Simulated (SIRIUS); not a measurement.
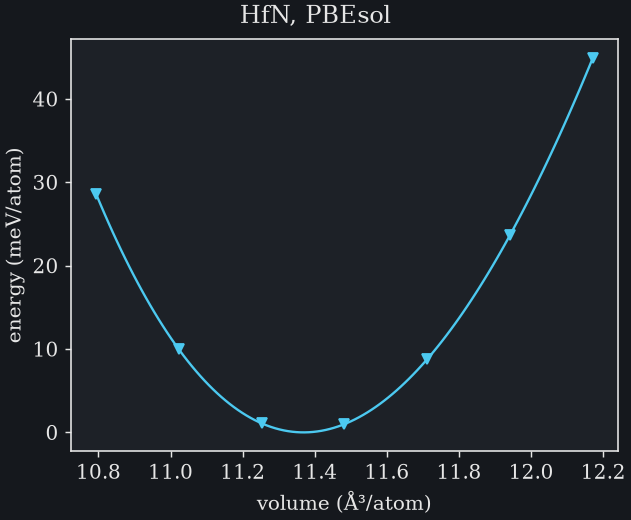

The plot gives the computed energy against volume for HfN, space group Fm-3m (No. 225).

Structure:
```xyz
2
Lattice="0.0000 2.2560 2.2560 2.2560 0.0000 2.2560 2.2560 2.2560 0.0000" Properties=species:S:1:pos:R:3 pbc="T T T"
Hf    0.0000    0.0000    0.0000
N     2.2560    2.2560    2.2560
```

Method: plane-wave DFT, no spin polarisation; energies at scaled volumes of the given cell, shape and fractions fixed, counted from the fit's minimum, third-order Birch-Murnaghan fit (SIRIUS 7.10.0). Level: PBEsol.

| setting | value |
| --- | --- |
| k mesh | 10×10×10 |
| occupations | Fermi–Dirac |
| smearing width | 0.05 eV |
| potentials | dojo sr pbesol 0.4.1 standard |
| wave cutoff | 1152 eV |
| density cutoff | 4606 eV |

This calculation gives: equilibrium volume 11.37 Å³/atom and bulk modulus 287 GPa.

Now Hf is replaced by Ga on all its sites, which gives GaN in the same structure. Predict the effect.

The equilibrium volume falls from 11.37 to 9.41 Å³/atom (−17 %) and the bulk modulus falls from 287 to 232 GPa (−19 %).

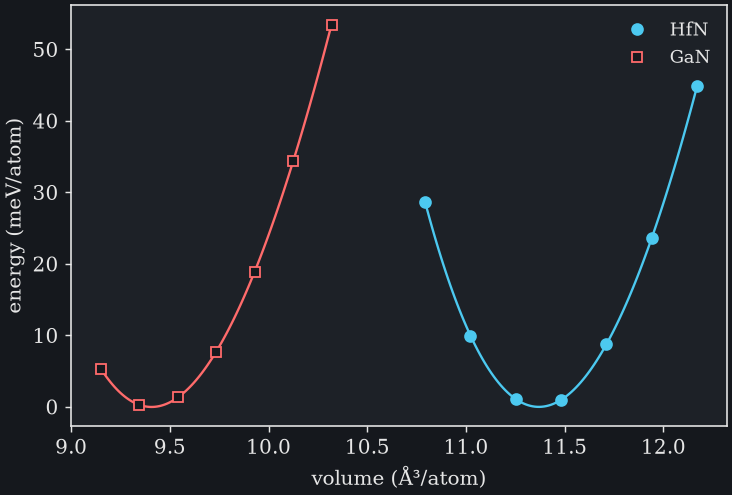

The two results together.

V0 and the bulk modulus come from third-order Birch–Murnaghan fits.
